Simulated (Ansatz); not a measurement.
**Run report: Ru, single-point calculation**

The run: single-point calculation of Ru (4 atoms in the cell). Method and program: DFT, PBE, plane waves, PAW, no spin polarisation (Ansatz 0.2.0).

The structure derives from an entry of the Crystallography Open Database. Figures and captions count atoms from 1; the log counts them from 0 in places.

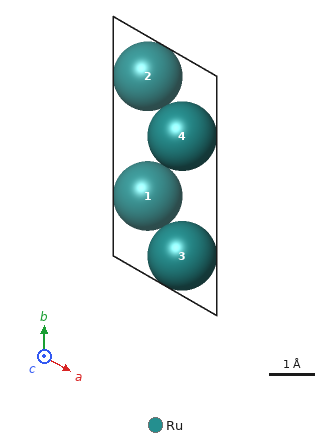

**Figure 1.** The input geometry (spheres-only view of the cell of the calculation, along the c axis; atoms are numbered from 1 in the order of the input).

Key numbers:

```json
{"quantity": "outcome", "value": "converged"}
{"quantity": "space group (tolerance 0.01 Å)", "value": "P6₃/mmc (194)"}
{"quantity": "electrons treated", "value": "64"}
{"quantity": "free energy", "value": "−23514.8329 eV"}
{"quantity": "Fermi energy", "value": "23.486 eV"}
{"quantity": "pressure", "value": "3.98 GPa"}
{"quantity": "largest force (length of the vector)", "value": "0.001 eV/Å"}
{"quantity": "hardware", "value": "1 thread of an x86-64 CPU, shared host"}
{"quantity": "wall time", "value": "6.4 s"}
{"quantity": "peak memory", "value": "0.43 GiB"}
```

Settings chosen away from the usual ones: kpoints.mp_grid.grid set to [10, 5, 5] (from [8, 4, 4]).

Input file:
```yaml
crystal:
  lattice:
    - [2.70756445, 0.0, 0.0]
    - [-2.70756445, 4.68964403, 0.0]
    - [0.0, 0.0, 4.28749881]
  atoms:
    - { symbol: Ru, position: [0.3333, 0.33335, 0.25] }
    - { symbol: Ru, position: [0.3333, 0.83335, 0.25] }
    - { symbol: Ru, position: [0.6666, 0.16665, 0.75] }
    - { symbol: Ru, position: [0.6666, 0.66665, 0.75] }
  symmetry: { tolerance: 0.0003 }
kpoints:
  mp_grid: { grid: [10, 5, 5], shift: [0, 0, 0] }
magnetization:
  spin_polarized: false
scf:
  occupations: { method: fermi_dirac, width: 0.1233 }
hamiltonian:
  pseudopotentials: { kind: paw }
  xc: pbe
basis:
  ecutwfc: 420
output:
  forces: true
  stress: true
  eigenvalues: true
  write_density: true
  write_potential: true
  elf: true
  volumetric_format: npy
```

Launch command:
```bash
ansatz run input.yaml --threads 1 --pin off --max-ram 2560MiB --backend cpu --events-out ev --progress --plain --runs-dir out
```

What the program printed:
```
band count auto-derived: 40 (N_el = 64.0; filled up to band 32; 39 by the electrons, moments and atoms)
Engine: ansatz 0.2.0, x86_64-unknown-linux-gnu
Pseudopotentials: kind: paw
Pseudopotential: Ru, paw, valence charge 16, recommended cutoff 420 eV (normal), Ru.paw.azcp
Functional definition: PBE
  parameter kappa = 0.804
  parameter beta = 0.06672455060314922
  exchange = pbe_x(kappa = kappa, mu = beta*pi^2/3)
  correlation = pbe_c(beta = beta)
Crystal: 4 atoms, lattice volume = 54.441 Å³
Basis set: ecut = 420 eV, 1057 PW (Γ), exchange–correlation on 40×80×60 points (8 copies of the dense FFT grid, shifted against one another)
Bands: 40, of which v1, the nominal top of the filled ones, is band 32 counted from 1 (31 counted from 0)
Symmetry: 16 space group operations
Space group: P63/mmc (ITA 194), of the structure as read, at distance tolerance 1.1e-3 Å
k-points: 54 of 250
Non-local potential: Ru, projectors of the file, l = 0: 3, l = 1: 2, l = 2: 2, l = 3: 1
PAW form: soft (Blöchl's): semilocal exchange-correlation on the pseudo side does not see the compensation charge
PAW one-centre angular grid: Ru, 590 points (default); XC on 64 Gauss nodes
Initial density: superposition of atomic densities (neutral atoms: chi_scale 0, normalization atom), corrected by the library's trained network
Initial wavefunctions: pseudopotential atomic-orbital guess
Functional: x = pbe(κ = 0.804, μ = 0.2195149727645171), c = pbe(β = 0.06672455060314922)
SCF iter   1: F=—  HF=-23514.825131 eV  |F-HF|=—  |Δ(HF+E_count)|=         —  Δρ=6.32e-3  dr2=4.31e-3  ethr=1.77e-3  ⟨swp⟩=5.1  Hψ=7292  notcnv=0
preconditioner: auto → Kerker (q_TF=auto, 2.803 Å⁻¹)  [metal: Δε(μ)=0.023 eV  Ē_g=5.804 eV  σ=0.123 eV  W_gap=0.05  n_scr=20 (ndim 8)  ℏωp=28.5 eV  f_vac=0.000  D(μ)=3.87/eV (n_scr^D=42)]
SCF iter   2: F=—  HF=-23514.830801 eV  |F-HF|=—  |Δ(HF+E_count)|=   5.67e-3  Δρ=3.74e-3  dr2=1.58e-3  ethr=6.74e-6  ⟨swp⟩=2.0  Hψ=3903  notcnv=0
SCF iter   3: F=—  HF=-23514.832977 eV  |F-HF|=—  |Δ(HF+E_count)|=   2.18e-3  Δρ=2.41e-4  dr2=9.64e-6  ethr=2.47e-6  ⟨swp⟩=2.0  Hψ=2918  notcnv=0
SCF iter   4: F=—  HF=-23514.832911 eV  |F-HF|=—  |Δ(HF+E_count)|=   6.55e-5  Δρ=9.93e-5  dr2=2.08e-6  ethr=1.51e-8  ⟨swp⟩=2.1  Hψ=3801  notcnv=0
iter 5 did not close the SCF: its close was put off for the readings that it lacked (scf_convergence_deferred on its scf_iter line)
SCF iter   5: F=-23514.832912 eV  HF=-23514.832912 eV  |F-HF|=8.74e-9  |Δ(HF+E_count)|=   6.79e-7  Δρ=1.08e-5  dr2=4.75e-8  ethr=3.25e-9  ⟨swp⟩=2.7  Hψ=3940  notcnv=0
SCF iter   6: F=-23514.832912 eV  HF=-23514.832912 eV  |F-HF|=6.22e-10  |Δ(HF+E_count)|=   4.17e-9  Δρ=2.74e-6  dr2=2.28e-9  ethr=7.42e-11  ⟨swp⟩=5.4  Hψ=12116  notcnv=0
SCF 1 converged in 6 iterations: F = -23514.832912 eV  dr2 = 2.28e-9
  greatest PAW one-centre occupation: 0.998 electrons in one spin orbital (limit 2), on the Ru atom at site 3 (counted from 0), in its partial waves of l = 0
SCF converged after 6 iterations
Free energy (F): -23514.832912 eV
Harris-Foulkes:  -23514.832912 eV  (|F-HF|=6.22e-10)
Internal energy: -23514.649109 eV  (E = F + TS)
E sigma→0 (E₀):  -23514.741010 eV
Entropy (-TS):   -0.183803 eV (-45.951 meV/atom)
Fermi energy:    23.486427 eV
--- Per-component energies (eV) ---
  E_band       = -215.900350
  E_kinetic    = 2057.441030
  E_local      = -5041.390057  (includes V_loc(G=0)·N_el)
  E_nonlocal   = 1371.909826
  E_hartree    = 1620.082723
  E_xc         = -762.728079
  E_vxc        = -957.645325  (∫ρ·V_xc dr)
  E_paw        = -13842.768246  (= ΣΔE_a)
  E_vpaw       = -886.383170  (= ΣTr[D̂ρ^β])
  E_aug_tail   = -0.000775  (compensation charges beyond the density's cutoff)
  E_ewald      = -8917.195530
  E_smearing   = -0.183803  (= −TS)
  E_closure    = -0.000000  (closes the sum)
  Σ components = -23514.832912   (vs F -23514.832912, Δ=0.00e0)
--- Forces (eV/Å), atoms counted from 1 ---
  atom   1  Ru     0.00000000    -0.00109887     0.00000000
  atom   2  Ru     0.00000000    -0.00109887     0.00000000
  atom   3  Ru    -0.00000000     0.00109887     0.00000000
  atom   4  Ru    -0.00000000     0.00109887     0.00000000
  max |Σ_I F_I| component: 3.47e-18 eV/Å
--- Stress (GPa, compression-positive) ---
        5.062742      -0.000000       0.000000
       -0.000000       5.067633       0.000000
        0.000000       0.000000       1.807953
  P = ⅓ Tr σ = 3.9794 GPa (39.794 kbar)
--- Band table (eV; the first three rows and the last of 54) ---
  k-point 0: bands = ["-49.6723", "-49.4993", "-49.4696", "-49.4329", "-20.1598", "-19.9707", "-19.7812", "-19.6807", "-19.4568", "-19.3127", "-19.2268", "-19.2267", "-19.1770", "-19.0581", "-19.0581", "-19.0236", "15.4821", "17.2690", "17.3246", "17.9650", "18.0964", "20.4539", "20.8691", "20.8693", "21.0341", "21.3806", "21.5468", "21.5471", "21.6648", "21.9337", "22.0738", "22.0748", "24.6348", "24.6358", "24.7326", "24.8832", "25.2974", "25.3618", "27.5109", "29.5675"]
  k-point 1: bands = ["-49.6532", "-49.4930", "-49.4893", "-49.4393", "-20.0558", "-20.0392", "-19.8678", "-19.5563", "-19.4306", "-19.2766", "-19.2108", "-19.2107", "-19.2043", "-19.1371", "-19.0743", "-19.0743", "15.9172", "17.2824", "17.4056", "17.5134", "19.0660", "19.6759", "20.6808", "20.6809", "20.7886", "20.8300", "21.3079", "21.3082", "21.9463", "22.6043", "22.6052", "23.4364", "23.6718", "24.5404", "24.6320", "24.6327", "25.0490", "25.2666", "26.7720", "29.0930"]
  k-point 2: bands = ["-49.6030", "-49.5404", "-49.4764", "-49.4558", "-20.0769", "-20.0076", "-19.7793", "-19.4287", "-19.3749", "-19.3614", "-19.2750", "-19.2717", "-19.1688", "-19.1688", "-19.1167", "-19.1167", "16.9621", "17.2116", "17.5726", "17.6582", "18.7648", "19.2042", "20.5561", "20.6124", "20.6124", "20.8712", "20.8714", "21.3695", "21.7425", "22.9500", "23.1396", "23.5590", "23.5596", "24.3361", "24.3362", "24.9362", "25.0869", "25.1855", "25.8404", "27.7484"]
  k-point 53: bands = ["-49.4765", "-49.4765", "-49.4557", "-49.4557", "-19.9625", "-19.9625", "-19.9156", "-19.9156", "-19.5452", "-19.5452", "-19.4665", "-19.4665", "-19.2835", "-19.2835", "-19.2075", "-19.2075", "18.0240", "18.0240", "18.4287", "18.4287", "19.2489", "19.2489", "20.0268", "20.0268", "20.4340", "20.4340", "21.3291", "21.3291", "22.0912", "22.0912", "22.6672", "22.6672", "24.6239", "24.6239", "25.3417", "25.3417", "27.9401", "27.9401", "29.2025", "29.2025"]
```

File rho_z.tsv:
```
# z_ang	rho[e/angstrom^3]
# format = ansatz-planar-average/11
# lattice	2.707564450	0.000000000	0.000000000
# lattice	-2.707564450	4.689644030	0.000000000
# lattice	0.000000000	0.000000000	4.287498810
# sites	4
# site	44	-0.000135378	1.563292837	1.071874702
# site	44	-1.353917603	3.908114852	1.071874702
# site	44	1.353646847	0.781529178	3.215624108
# site	44	-0.000135378	3.126351193	3.215624108
0.000000	3.667704e-1
0.142917	3.982015e-1
0.285833	5.191944e-1
0.428750	7.775814e-1
0.571667	1.170870e0
0.714583	1.614034e0
0.857500	1.978868e0
1.000416	2.174819e0
1.143333	2.174819e0
1.286250	1.978868e0
1.429166	1.614034e0
1.572083	1.170870e0
1.715000	7.775814e-1
1.857916	5.191944e-1
2.000833	3.982015e-1
2.143749	3.667704e-1
2.286666	3.982015e-1
2.429583	5.191944e-1
2.572499	7.775814e-1
2.715416	1.170870e0
2.858333	1.614034e0
3.001249	1.978868e0
3.144166	2.174819e0
3.287082	2.174819e0
3.429999	1.978868e0
3.572916	1.614034e0
3.715832	1.170870e0
3.858749	7.775814e-1
4.001666	5.191944e-1
4.144582	3.982015e-1
```

File v_z.tsv:
```
# z_ang	v_es[eV]	v_tot[eV]
# format = ansatz-planar-average/11
# xc	pbe
# density_cutoff_ev	1680
# datasets	Ru=:simpson_from_first_knot:soft
# lattice	2.707564450	0.000000000	0.000000000
# lattice	-2.707564450	4.689644030	0.000000000
# lattice	0.000000000	0.000000000	4.287498810
# sites	4
# site	44	-0.000135378	1.563292837	1.071874702
# site	44	-1.353917603	3.908114852	1.071874702
# site	44	1.353646847	0.781529178	3.215624108
# site	44	-0.000135378	3.126351193	3.215624108
0.000000	2.157777e1	1.030805e1
0.142917	2.081785e1	9.321774e0
0.285833	1.815240e1	6.000215e0
0.428750	1.352993e1	3.810209e-1
0.571667	7.804071e0	-6.468625e0
0.714583	2.161694e0	-1.311501e1
0.857500	-2.314097e0	-1.830541e1
1.000416	-4.795624e0	-2.114244e1
1.143333	-4.795624e0	-2.114244e1
1.286250	-2.314097e0	-1.830541e1
1.429166	2.161694e0	-1.311501e1
1.572083	7.804071e0	-6.468625e0
1.715000	1.352993e1	3.810209e-1
1.857916	1.815240e1	6.000215e0
2.000833	2.081785e1	9.321774e0
2.143749	2.157777e1	1.030805e1
2.286666	2.081785e1	9.321774e0
2.429583	1.815240e1	6.000215e0
2.572499	1.352993e1	3.810209e-1
2.715416	7.804071e0	-6.468625e0
2.858333	2.161694e0	-1.311501e1
3.001249	-2.314097e0	-1.830541e1
3.144166	-4.795624e0	-2.114244e1
3.287082	-4.795624e0	-2.114244e1
3.429999	-2.314097e0	-1.830541e1
3.572916	2.161694e0	-1.311501e1
3.715832	7.804071e0	-6.468625e0
3.858749	1.352993e1	3.810209e-1
4.001666	1.815240e1	6.000215e0
4.144582	2.081785e1	9.321774e0
```

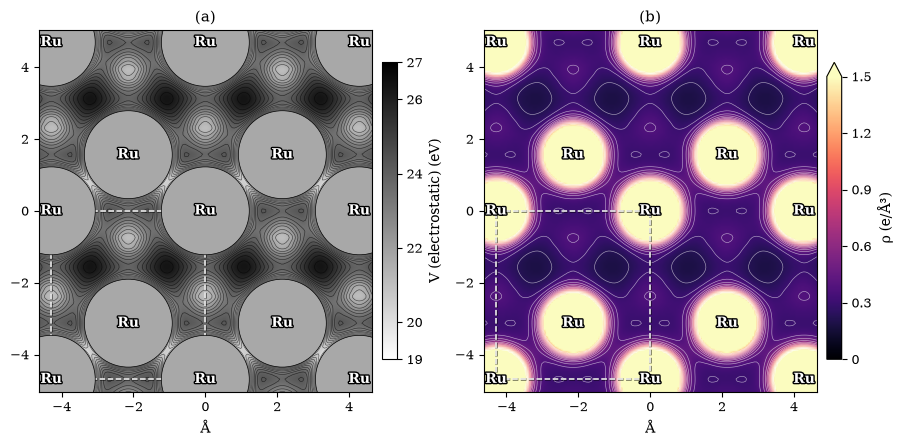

**Figure 2.** (a) electrostatic potential energy of an electron; (b) valence pseudo-density on the (11̄0) plane of the calculation cell. Grey discs, where drawn, cover atomic cores. Atoms in the plane: Ru. Ru–Ru (2.65 Å): the density is about 0.43 e/Å³ at the midpoint. Away from the nuclei the density in this plane falls to 0.19 e/Å³ at its lowest. Outside the cores the potential energy rises away from the atoms and is highest about 1.9 Å from the nearest atoms; outside the discs it spans about 6 eV, and its zero is arbitrary. In a PAW calculation such maps are meaningful between the atoms, not at the nuclei.

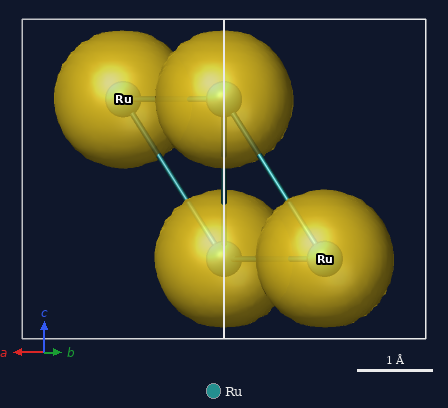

**Figure 3.** Isosurface of the valence electron density at 1 e/Å³ (yellow), seen along [110]. Sticks mark near contacts. The outline is the calculation cell. At this value the density breaks into separate islands; it holds about 75 % of the electrons treated as valence (semicore included). It is pinched off along the Ru–Ru (2.65 Å) and Ru–Ru (2.71 Å) contacts. On the grid the lowest density along these lines, outside the cores, is 0.43 e/Å³ (Ru–Ru, 2.65 Å) and 0.38 e/Å³ (Ru–Ru, 2.71 Å).
